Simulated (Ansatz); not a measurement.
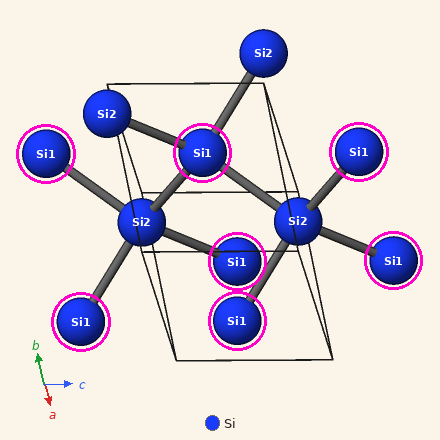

The system is Si (I4_1/amd, No. 141; 2 atoms in the cell); the picture shows the reference structure. Atom Si1 is moved over a plane while all other atoms and the cell stay fixed (its periodic images move with it) (x along [1 0 0], y along [0 1 0], z along [0 0 1] of the conventional cell). Coordinates scanned: (1) shift of Si1 along the Cartesian direction [1 1 0]; (2) shift of Si1 along z. The grid has 5 × 5 points; 9 points were computed and 16 follow by symmetry. Points are written as (first, second). All energies are given in eV per cell relative to the lowest grid point. The reference cell is the one listed in the database, not relaxed at this level. Method: DFT PBE, scalar-relativistic, plane waves, PAW in Ansatz 0.2.0. Settings: cutoff 420 eV, k-mesh 20×20×20, gaussian smearing 0.15 eV, no spin polarisation.

Its coordinates:

```xyz
2
Lattice="-2.3714 2.3714 1.3293 2.3714 -2.3714 1.3293 2.3714 2.3714 -1.3293" Properties=species:S:1:pos:R:3 pbc="T T T"
Si    2.3714    0.0000    0.6646
Si    0.0000    0.0000    1.3293
```

Range: shift of Si1 along the Cartesian direction [1 1 0] from −0.6 to 0.6 Å; shift of Si1 along z from −0.6 to 0.6 Å.

**What landscape does the calculation give?**

The lowest grid point is at (0.0 Å, 0.0 Å). It is the only kind of minimum in the scanned range. The highest grid point, (−0.6 Å, −0.6 Å), lies 1.43 eV above the lowest. Near the minimum the curvatures are about 1 and 6.4 eV/Å² along the soft and the stiff direction.

```csv
"second ↓, first →",−0.6,−0.3,0.0,0.3,0.6
0.6,1.43,0.39,0.09,0.39,1.43
0.3,1.36,0.34,0.04,0.34,1.36
0.0,1.31,0.30,0.00,0.30,1.31
−0.3,1.36,0.34,0.04,0.34,1.36
−0.6,1.43,0.39,0.09,0.39,1.43
```

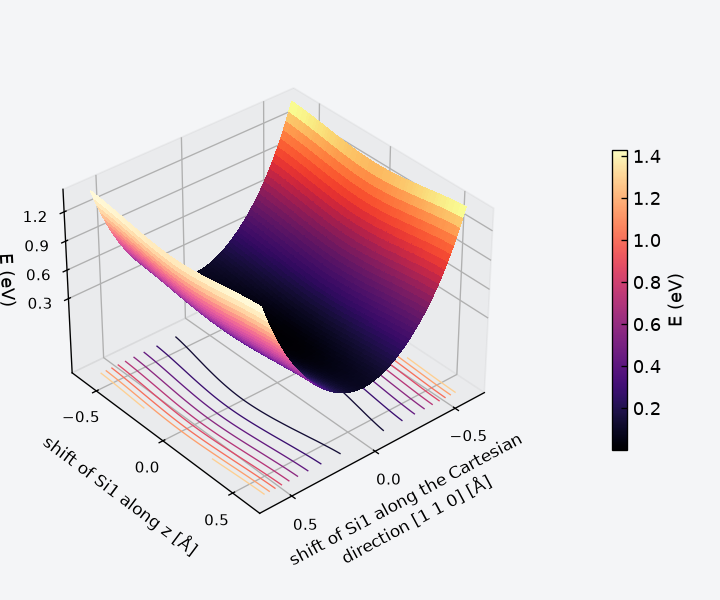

The picture shows a relief with its contours projected below. Between grid points the surface is interpolated.
